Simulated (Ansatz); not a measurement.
Consider C18O (slab).

```
C O
1.0
     7.39800    0.00000    0.00000
    -3.69900    6.40686    0.00000
     0.00000    0.00000   11.00000
C O
18 1
Direct
  0.99997 0.00367 0.08949
  0.22294 0.11460 0.08535
  0.00098 0.33552 0.08318
  0.22096 0.44578 0.08319
  0.99898 0.66669 0.08535
  0.22188 0.77757 0.08940
  0.33496 0.00371 0.08938
  0.55244 0.11548 0.09113
  0.33289 0.33449 0.08394
  0.55605 0.44574 0.08325
  0.32762 0.66581 0.09118
  0.55241 0.77357 0.11427
  0.66949 0.00771 0.11424
  0.89429 0.11548 0.09118
  0.66577 0.33548 0.08316
  0.88905 0.44681 0.08393
  0.66943 0.66581 0.09123
  0.88694 0.77760 0.08948
  0.61103 0.89069 0.22675
```

The program warned that a starting moment wasn't kept; spin-polarised, but the moments vanished.

Computed with DFT PBEsol, scalar-relativistic, plane waves, PAW (Ansatz 0.2.0).

Question: Predict the valence pseudo-density and electron localisation function between the atoms.

Answer: C–C (1.39 Å): ρ is about 2.1 e/Å³ halfway; the ELF peaks at about 0.95 between the atoms: localised, covalent bonding.

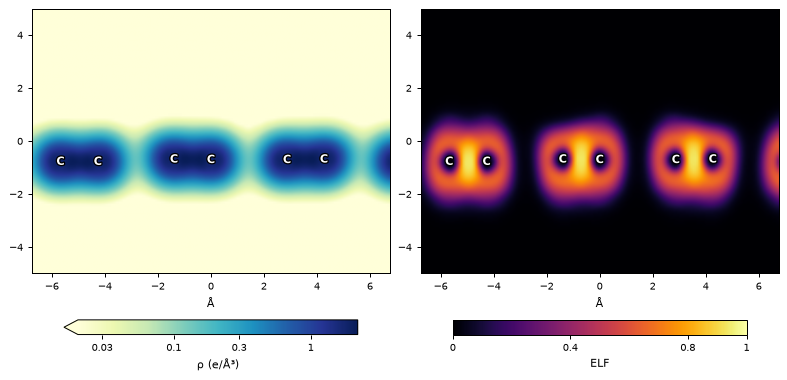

Computed valence pseudo-density and electron localisation function on the (110) plane of the calculation cell, a cut from vacuum to vacuum, in this order. 

The density is the valence pseudo-density of a PAW calculation; it isn't the true density close to the nuclei.
